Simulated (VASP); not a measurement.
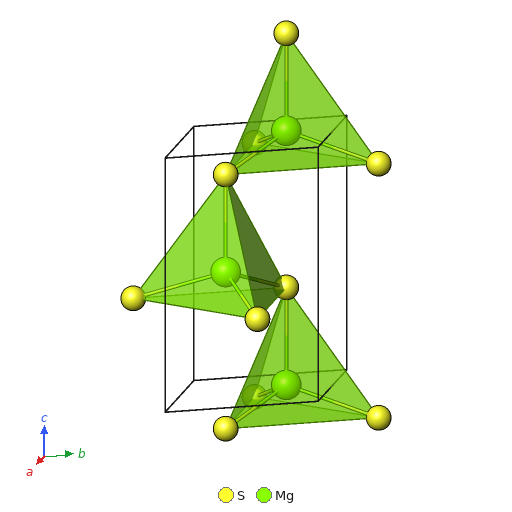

System: MgS, space group P6_3mc (No. 186). The picture shows the conventional cell.

Input file:
```
PREC = Accurate
ENCUT = 520
EDIFF = 1E-7
ISMEAR = -1
SIGMA = 0.05
LREAL = False
LASPH = True
NELM = 100
ALGO = Normal
ISIF = 2
LWAVE = False
LCHARG = False
GGA = PS
NBANDS = 16
```

Run as:
```bash
cat potpaw_PBE.64/S/POTCAR potpaw_PBE.64/Mg/POTCAR > POTCAR
mpirun -np 1 vasp_std > vasp.out
```

Method: plane-wave DFT, no spin polarisation; energies at scaled volumes of the given cell, shape and fractions fixed, counted from the fit's minimum, third-order Birch-Murnaghan fit (VASP 6.6.1). Level: PBEsol.

- k mesh: 8×8×4
- occupations: Fermi–Dirac
- smearing width: 0.05 eV
- potentials: VASP PAW PBE potentials, recommended
- wave cutoff: 520 eV

What does the calculation give for the energy and pressure against volume? The volume takes the values 21.31, 21.76, 22.22, 22.67, 23.12, 23.58, 24.03 Å³/atom.

A third-order Birch–Murnaghan fit gives V0 = 22.52 Å³/atom, B0 = 58.4 GPa and B′ = 4.1. The energy is 13.07 meV/atom at volume 21.31 Å³/atom and 16.47 meV/atom at 24.03 Å³/atom; the lowest computed point is at volume 22.67 Å³/atom (0.17 meV/atom). The pressure falls from 3.59 GPa at volume 21.31 Å³/atom to −3.34 GPa at 24.03 Å³/atom, and changes sign near 22.52 Å³/atom.

```tsv
volume (Å³/atom)	energy (meV/atom)	pressure (GPa)
21.31	13.07	3.59
21.76	4.94	2.12
22.22	0.78	0.79
22.67	0.17	-0.40
23.12	2.79	-1.48
23.58	8.32	-2.46
24.03	16.47	-3.34
```

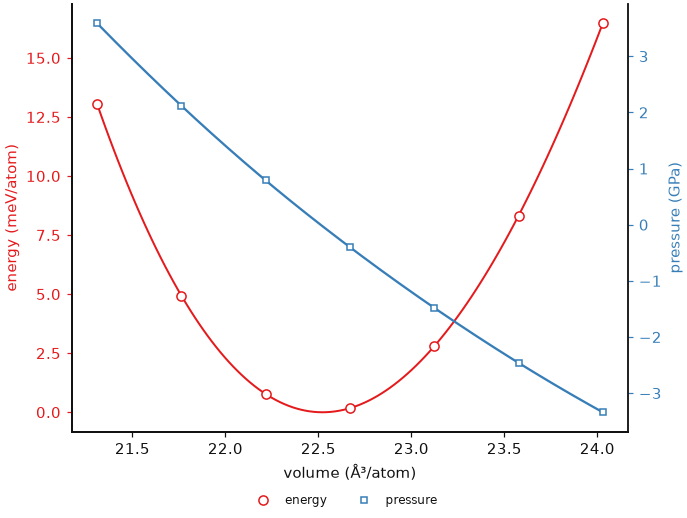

Caveats: shape and atomic fractions are frozen while scaling, which makes layered, chain and framework solids too stiff.
